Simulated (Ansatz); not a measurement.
Structure of Mo:

```
CELL_PARAMETERS angstrom
5.02524 0.00000 0.00000
0.00000 5.02524 0.00000
0.00000 0.00000 5.02524
ATOMIC_POSITIONS crystal
Mo 0.00000 0.00000 0.00000
Mo 0.50000 0.50000 0.50000
Mo 0.25000 0.00000 0.50000
Mo 0.75000 0.00000 0.50000
Mo 0.50000 0.25000 0.00000
Mo 0.50000 0.75000 0.00000
Mo 0.00000 0.50000 0.25000
Mo 0.00000 0.50000 0.75000
```

It is based on coordinates from a relaxation with DFT, r2SCAN, plane waves (500 eV) with PAW, scalar-relativistic in Ansatz 0.2.0; the starting structure was generated, so it need not be a known form of this composition.

Question: Predict radii and indices of the first 4 visible rings (3 % of the strongest or more) for λ = 0.4959 Å and a flat detector at 190 mm.

Answer:
```tsv
ring	radius	2θ (°)	d (Å)	hkl
1	38.1 mm	11.33	2.51	200
2	42.7 mm	12.67	2.25	210
3	47.0 mm	13.88	2.05	211
4	68.0 mm	19.68	1.451	222
```

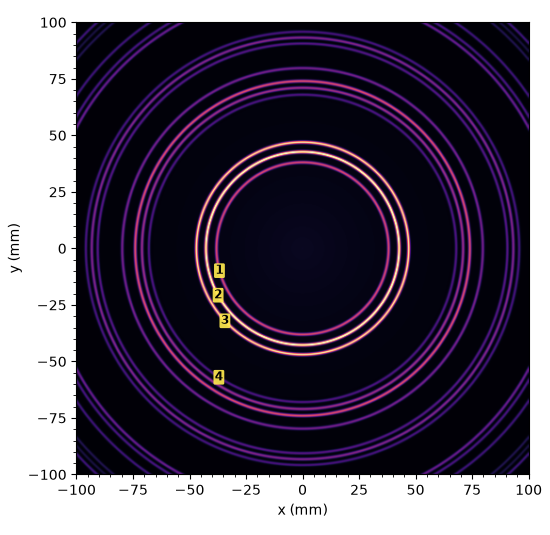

Simulated X-ray powder rings on a flat area detector normal to the beam: λ = 0.4959 Å, sample-to-detector distance 190 mm, axes in mm from the beam centre, for a fine-grained powder without texture. Kinematic intensities with B = 0.8 Å² for all atoms, without absorption; brightness goes as intensity to the power 0.6, clipped at the top. Reflections closer than the ring width show as one ring. The numbers mark the rings of the table.
